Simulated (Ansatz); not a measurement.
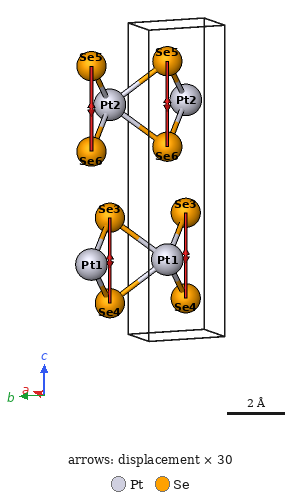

A relaxation of crystalline PtSe$_{2}$ (built on the 2H (MoS2) bulk type). The starting structure is drawn; red arrows show the displacements (the part carried along by the change of the cell is left out), 30 times their true length.

A ball-and-stick model of the cell of the calculation, repeated 1 × 2 × 1 with one cell outlined, seen from a free direction.

All numbers below come from DFT, r2SCAN+rVV10, plane waves, PAW in Ansatz 0.2.0. (plane-wave cutoff 500 eV; k-point mesh 12 × 12 × 2; occupations fermi dirac; smearing width 0.02 eV; no spin polarisation; cell and atoms relaxed; force threshold 0.005 eV/Å)

Which element moves most?

Answer. Selenium: up to 0.060 Å, against 0.000 Å for platinum.

What happened in the run?

Answer. The largest moves relative to the cell, 0.060 Å, are those of Se3, Se4, Se5 and Se6. Se3 goes along −c. Pt stays in place. The volume changes by +3.2 %, with a = b 3.581 → 3.597 Å (+0.4 %), c 10.995 → 11.255 Å (+2.4 %). Near-neighbour distances that change, for instance: Pt1–Se3 2.560 → 2.553 Å. The space group stays P6_3/mmc (No. 194). The energy falls by 6.3 meV per atom in 2 accepted moves (4 points after the start). Largest force component: 0.28 eV/Å at the start, 0.0013 eV/Å at the end. Pressure: 0.36 GPa at the start and 0.01 GPa at the end. The line search rejected the trial step at point 1 of the run. The SCF was repeated once at an unchanged geometry on a basis and grid sized afresh for the cell, which shifted the energy by 0.1 meV per atom at most.
